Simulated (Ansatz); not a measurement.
**A series of single points on MoTe₂**

System: MoTe₂ (6 atoms in the cell).
Method: Kohn-Sham DFT of a periodic cell, LDA, spin-orbit coupling, Ansatz PAW, no spin polarisation (Ansatz 0.2.0).

The 5 runs differ only in the geometry, by an even scaling of the cell at fixed fractional positions. The structure derives from an entry of the Crystallography Open Database.

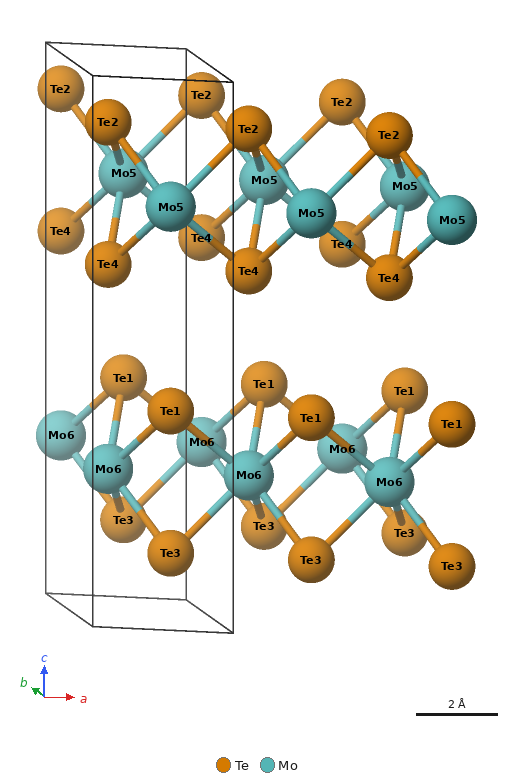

Figure 1. The structure of run 3 (ball-and-stick view of the cell of the calculation, repeated 3 × 2 × 1, seen slightly off an axis; atoms are numbered from 1 in the order of the input).

## Input of run 3
```yaml
crystal:
  lattice:
    - [3.5415000168, 0.0, 0.0]
    - [-1.7707500084, 3.067028982, 0.0]
    - [0.0, 0.0, 14.0661430943]
  atoms:
    - { symbol: Te, position: [0.6666666667, 0.3333333333, 0.379] }
    - { symbol: Te, position: [0.3333333333, 0.6666666667, 0.879] }
    - { symbol: Te, position: [0.6666666667, 0.3333333333, 0.121] }
    - { symbol: Te, position: [0.3333333333, 0.6666666667, 0.621] }
    - { symbol: Mo, position: [0.6666666667, 0.3333333333, 0.75] }
    - { symbol: Mo, position: [0.3333333333, 0.6666666667, 0.25] }
hamiltonian:
  xc: lda
  pseudopotentials: { kind: paw_fr }
magnetization:
  noncollinear: true
  spin_orbit: true
kpoints:
  mp_grid: { grid: [9, 9, 2] }
scf:
  occupations: { method: fermi_dirac, width: 0.05 }
output:
  forces: true
  stress: true
  eigenvalues: true
```

Command:
```bash
ansatz run input.yaml --threads 2 --pin off --max-ram 5120MiB --backend cpu --events-out ev --progress --plain --runs-dir out
```

Run 4 differs from it as follows:
```diff
-    - [3.5415000168, 0.0, 0.0]
-    - [-1.7707500084, 3.067028982, 0.0]
-    - [0.0, 0.0, 14.0661430943]
+    - [3.5644974145, 0.0, 0.0]
+    - [-1.7822487073, 3.0869453127, 0.0]
+    - [0.0, 0.0, 14.1574842452]
```

## Results, with one run withheld

| run | volume per atom (Å³) | free energy per atom, from the lowest run given (meV) | pressure (GPa) | gap on the mesh (eV) |
| --- | --- | --- | --- | --- |
| 1 | 23.467 | 8.76 | 3.91 | 0.71 |
| 2 | 24.466 | 0.00 | −0.92 | 0.73 |
| 3 | 25.464 | 18.12 | −4.75 | 0.75 |
| 4 | 25.963 | ? | ? | ? |
| 5 | 26.463 | 57.62 | −7.80 | 0.76 |

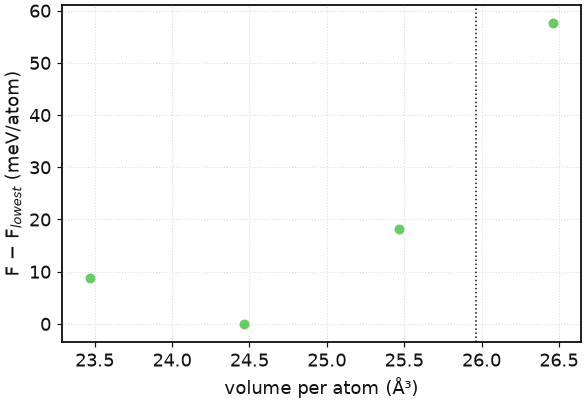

Figure 2. Free energy per atom of the runs given; the dotted line marks run 4.

Fit the runs given and predict run 4.

A quadratic polynomial in V^(−2/3) (the Birch–Murnaghan form), fitted to the 4 runs given, misses them by at most 0.09 meV per atom. With x = V^(−2/3) − 0.11720 Å⁻², it reads F = 5.3346 − 5479.5 x + 1.2889e+06 x² (meV per atom). At run 4 it gives 35.38 meV per atom, and the run itself gives 35.49. The slope of the fit gives a pressure −dF/dV of −6.38 GPa there, and the run prints −6.37 GPa. The fit has its minimum at 24.260 Å³ per atom, where V d²F/dV² gives 108 GPa. Cell shape and fractional positions are held, so this is the stiffness under even scaling; the relaxed bulk modulus wasn't computed and can be far lower in a crystal of layers, chains or molecules like this one. The gap on the mesh goes, without turning, from 0.71 eV in run 1 to 0.76 eV in run 5; run 4 has 0.75 eV. These are gaps of this functional on this mesh, which can miss the band edges; they aren't the measured gap.

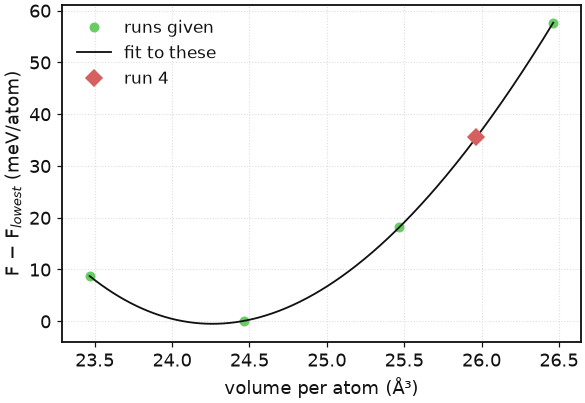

Figure 3. The fit and the withheld run.

## Output, shortened to warnings, some set-up lines, iterations and results (run 4)
```
Basis set: ecut = 420 eV, 2981 PW (Γ)
Symmetry: 24 space group operations + 24 with time reversal
k-points: 24 of 162
Initial density: superposition of atomic densities (chi_scale 0.1, normalization cell, long waves kept (reshape's long-wave potential 0.01 eV rms))
[...]
SCF iter   1: F=—  HF=-37010.614363 eV  |F-HF|=—  |Δ(HF+E_count)|=         —  Δρ=5.88e-2  dr2=8.34e0  dr2_m=0.00e0 (ungated)  ethr=3.10e-3  |M|=0.00e0 ∫|m|=0.00e0 μB  …
SCF iter   2: F=—  HF=-37009.196281 eV  |F-HF|=—  |Δ(HF+E_count)|=    1.42e0  Δρ=2.60e-2  dr2=1.54e0  dr2_m=0.00e0 (ungated)  ethr=3.10e-3  |M|=0.00e0 ∫|m|=0.00e0 μB  …
SCF iter   3: F=—  HF=-37008.882133 eV  |F-HF|=—  |Δ(HF+E_count)|=   3.14e-1  Δρ=1.51e-2  dr2=6.94e-1  dr2_m=0.00e0 (ungated)  ethr=1.67e-3  |M|=0.00e0 ∫|m|=0.00e0 μB  …
SCF iter   4: F=—  HF=-37008.706205 eV  |F-HF|=—  |Δ(HF+E_count)|=   1.76e-1  Δρ=3.73e-3  dr2=3.03e-2  dr2_m=0.00e0 (ungated)  ethr=7.54e-4  |M|=0.00e0 ∫|m|=0.00e0 μB  …
SCF iter   5: F=—  HF=-37008.697920 eV  |F-HF|=—  |Δ(HF+E_count)|=   8.29e-3  Δρ=6.59e-4  dr2=1.28e-3  dr2_m=0.00e0 (ungated)  ethr=3.30e-5  |M|=0.00e0 ∫|m|=0.00e0 μB  …
SCF iter   6: F=—  HF=-37008.697835 eV  |F-HF|=—  |Δ(HF+E_count)|=   8.42e-5  Δρ=1.72e-4  dr2=1.82e-4  dr2_m=0.00e0 (ungated)  ethr=1.39e-6  |M|=0.00e0 ∫|m|=0.00e0 μB  …
SCF iter   7: F=—  HF=-37008.697833 eV  |F-HF|=—  |Δ(HF+E_count)|=   2.02e-6  Δρ=6.20e-5  dr2=1.62e-5  dr2_m=0.00e0 (ungated)  ethr=1.98e-7  |M|=0.00e0 ∫|m|=0.00e0 μB  …
SCF iter   8: F=—  HF=-37008.697929 eV  |F-HF|=—  |Δ(HF+E_count)|=   9.58e-5  Δρ=1.32e-5  dr2=3.82e-7  dr2_m=0.00e0 (ungated)  ethr=1.76e-8  |M|=0.00e0 ∫|m|=0.00e0 μB  …
SCF iter   9: F=-37008.697929 eV  HF=-37008.697929 eV  |F-HF|=1.02e-10  |Δ(HF+E_count)|=   9.19e-8  Δρ=3.49e-6  dr2=1.72e-8  dr2_m=0.00e0 (ungated)  ethr=1.09e-10  |M|=0.00e0 …
SCF 1 converged in 9 iterations: F = -37008.697929 eV  dr2 = 1.72e-8
SCF converged after 9 iterations
Magnetization: |M| = 0.0000 μB,  M = (+0.0000, +0.0000, +0.0000) μB
Absolute magnetization: 0.0000 μB (∫|m|)
  site 0: m = (+0.0000, +0.0000, +0.0000) μB, |m| = 0.0000 μB  (R = 1.13 Å)
  site 1: m = (+0.0000, +0.0000, +0.0000) μB, |m| = 0.0000 μB  (R = 1.13 Å)
  site 2: m = (+0.0000, +0.0000, +0.0000) μB, |m| = 0.0000 μB  (R = 1.13 Å)
  site 3: m = (+0.0000, +0.0000, +0.0000) μB, |m| = 0.0000 μB  (R = 1.13 Å)
  site 4: m = (+0.0000, +0.0000, +0.0000) μB, |m| = 0.0000 μB  (R = 1.13 Å)
  site 5: m = (+0.0000, +0.0000, +0.0000) μB, |m| = 0.0000 μB  (R = 1.13 Å)
Free energy (F): -37008.697929 eV
Harris-Foulkes:  -37008.697929 eV  (|F-HF|=1.02e-10)
Internal energy: -37008.697890 eV  (E = F + TS)
E sigma→0 (E₀):  -37008.697910 eV
Entropy (-TS):   -0.000039 eV (-0.007 meV/atom)
Fermi energy:    11.861516 eV
--- Per-component energies (eV) ---
  E_band       = -1222.189954
  E_kinetic    = 1610.241628
  E_local      = -7617.744058  (includes V_loc(G=0)·N_el)
  E_nonlocal   = -919.828363
  E_hartree    = 4204.920817
  E_xc         = -860.270044
  E_vxc        = -876.589168  (∫ρ·V_xc dr)
  E_paw        = -24234.096140  (= ΣΔE_a)
  E_vpaw       = -1828.108121  (= ΣTr[D̂ρ^β])
  E_aug_tail   = -0.000769  (compensation charges beyond the density's cutoff)
  E_ewald      = -9195.612833
  E_core_change = 3.691871  (= ΣΔE_core)
  E_smearing   = -0.000039  (= −TS)
  E_closure    = 0.000000  (closes the sum)
  Σ components = -37008.697929   (vs F -37008.697929, Δ=0.00e0)
--- Forces (eV/Å), atoms counted from 1 ---
  atom   1  Te    -0.00000000    -0.00000000    -0.76946282
  atom   2  Te     0.00000000     0.00000000    -0.76946282
  atom   3  Te    -0.00000000    -0.00000000     0.76946282
  atom   4  Te    -0.00000000     0.00000000     0.76946282
  atom   5  Mo    -0.00000000    -0.00000000     0.00000000
  atom   6  Mo     0.00000000     0.00000000     0.00000000
  max |Σ_I F_I| component: 3.33e-16 eV/Å
--- Stress (GPa, compression-positive) ---
       -6.092061       0.000000       0.000000
       -0.000000      -6.092061       0.000000
        0.000000       0.000000      -6.914511
  P = ⅓ Tr σ = -6.3662 GPa (-63.662 kbar)
```
